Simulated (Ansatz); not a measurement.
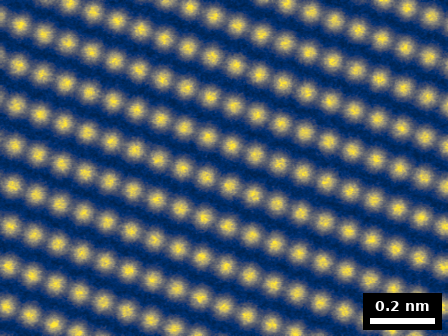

HAADF-like image of a crystal. Simulated incoherent Z contrast: every atom adds Z^1.6 spread by a probe of 0.50 Å full width; channelling and multiple scattering are left out. The probe carries 25 % of its weight in a tail 2.5 times as wide. Shot noise and a slight drift were added.

> What two-dimensional lattice does the image show, and how large is its cell?

The pattern repeats on a centred rectangular net of 0.8 × 2.4 Å.

> What is the plane group of the image?

c2mm: perpendicular mirror lines on a centred net, with further twofold points between them.

> How many columns does the smallest repeating cell hold, and how many levels of brightness?

1 column in the primitive cell of 0.9 Å², all of one brightness.

The crystal is Co (Fm-3m, No. 225) seen along [221]. Model: the input geometry of a calculation; the starting structure was generated, so it need not be a known form of this composition.
